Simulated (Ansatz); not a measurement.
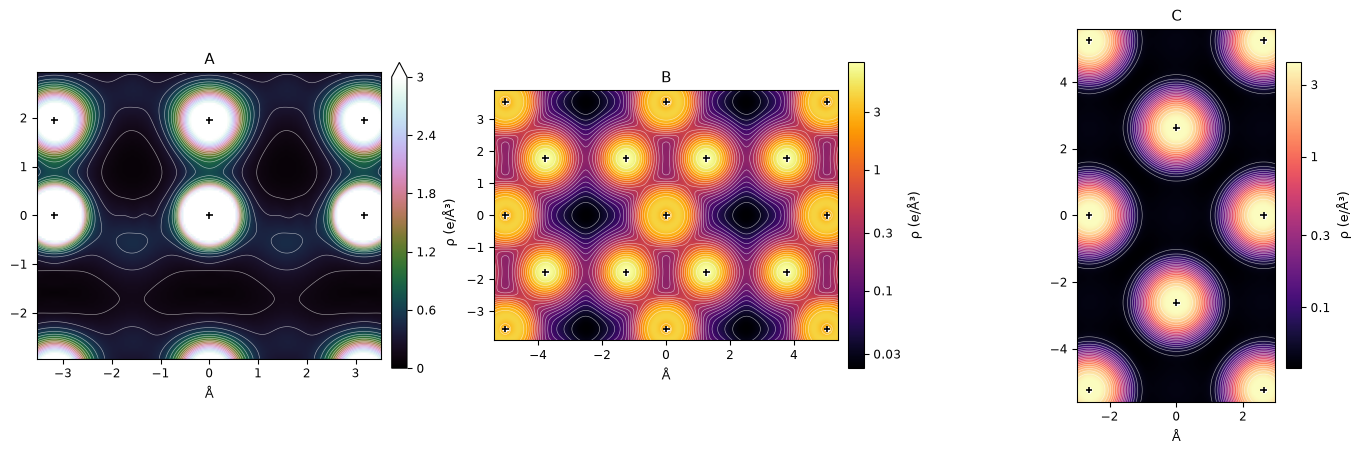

The valence charge density (pseudo) of 3 systems, each on a plane through atoms (crosses mark nuclei in the plane).

The calculation used DFT, r2SCAN, PAW with Ansatz's default frozen-core files, scalar-relativistic; relaxation of cell and atoms (Ansatz).

System 1: ZrO$_{2}$, the (110) plane of the conventional cell. Space group Fm-3m; computed pressure about 10 GPa in this cell.

System 2: K, the (010) plane of the conventional cell. Space group Fm-3m; computed pressure about 10 GPa in this cell; computed without spin polarisation.

```yaml
crystal:
  lattice:
    - [5.24201, 0.00000, 0.00000]
    - [0.00000, 5.24201, 0.00000]
    - [0.00000, 0.00000, 5.24201]
  atoms:
    - { symbol: K, position: [0.00000, 0.00000, 0.00000] }
    - { symbol: K, position: [0.50000, 0.50000, 0.00000] }
    - { symbol: K, position: [0.50000, 0.00000, 0.50000] }
    - { symbol: K, position: [0.00000, 0.50000, 0.50000] }
```

System 3: GaN, the (010) plane of the conventional cell. Space group P6₃mc.

```xyz
4
Lattice="3.1778 0.0000 0.0000 -1.5889 2.7520 0.0000 0.0000 0.0000 5.1748" Properties=species:S:1:pos:R:3 pbc="T T T"
Ga    0.0000    1.8347    5.1702
Ga    1.5889    0.9173    2.5828
N     0.0000    1.8347    1.9452
N     1.5889    0.9173    4.5325
```

Match each panel to its system.

Answer. Panel A is system 3, GaN: the plane holds Ga and N. Ga–N (1.95 Å): ρ at the midpoint is about 0.76 e/Å³. Panel B is system 1, ZrO$_{2}$: the plane holds Zr and O. Zr–O (2.18 Å): ρ is about 0.56 e/Å³ halfway. Panel C is system 2, K: the plane holds K. K–K (3.71 Å): the density is about 0.04 e/Å³ at the midpoint.
